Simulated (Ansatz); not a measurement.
# Zr/AlN/Mg: predicting the conductance of a thicker barrier

Set-up. Ansatz 0.2.0, plane waves with PAW datasets, PBE. Interfaces are relaxed in a short slab (with D3(BJ) where the barrier is layered), set between ideal electrode layers that go on as semi-infinite leads, and the zero-bias conductance G at 300 K comes from T(E) on a typed mesh. The error is the largest of the program's estimates from energy step, mesh, the leads' potential steps and neutrality; its separate bound for narrow resonances between the energies solved isn't counted and can be far larger. The lower electrode is Zr (hcp 0001), the upper Mg (hcp 0001) and the barrier AlN (zinc blende 111), on a net of side 3.23 Å; d is the distance between the electrodes' last planes.

Runs in hand:

| planes in the barrier | d (Å) | G (S/m²) | error (%) | lead step (meV) |
| --- | --- | --- | --- | --- |
| 4 | 7.79 | 9.56e12 | 53 | 68 |
| 6 | 10.30 | 2.30e12 | 67 | 68 |
| 8 | 12.81 | 2.14e11 | 23 | 24 |
| 12 | 17.83 | 8.06e9 | 12 | 24 |
| 14 | 20.34 | 1.92e9 | 42 | 68 |
| 16 | 22.85 | 4.23e8 | 29 | 68 |

Task: A further run has 18 planes, d = 25.36 Å. Fit G ∝ exp(−βd) to the rows shown and predict its conductance.

Working: Take y = ln G: 29.89, 28.46, 26.09, 22.81, 21.38 and 19.86. The means are d = 15.32 Å and y = 24.75; Σ(Δd Δy) = −119.32 and Σ(Δd)² = 176.40, so the slope is −0.676 Å⁻¹ (β = 0.676 Å⁻¹). At d = 25.36 Å, y = 24.75 − 0.676 × 10.04 = 17.96, or G = 6.29e7 S/m².

Check: The run gave 1.06e8 S/m², with an error estimate of 88 % and a lead step of 68 meV. The prediction is 0.594 times that, too low by 41 %. That lies within the runs' own error estimates, carried through the fit.

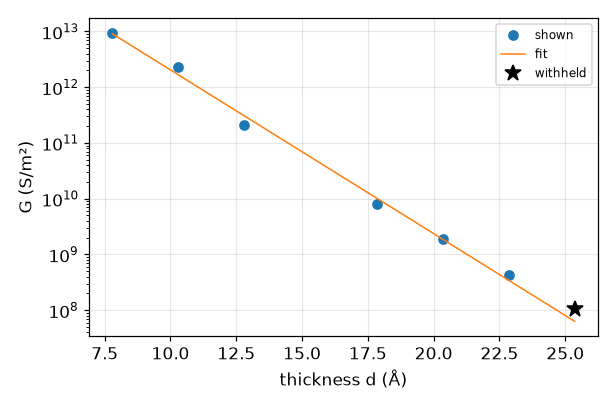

Fit and withheld run.

Caveats: The interfaces are ideal, one cell wide, strained to a common net and relaxed from one registry with their symmetry kept. PBE's gaps are too small, so true decay constants are likely larger where the Fermi level lies deep in a gap. No spin-orbit coupling, phonons, disorder or image charges enter. The rows shown are chosen by tests on error estimates (under 100 to 120 %), lead steps (under 150 meV, though the program warns over 25), intact interfaces and, for fits, a steady trend in the rows shown; the data set holds 414 series of this kind, and not all pass.
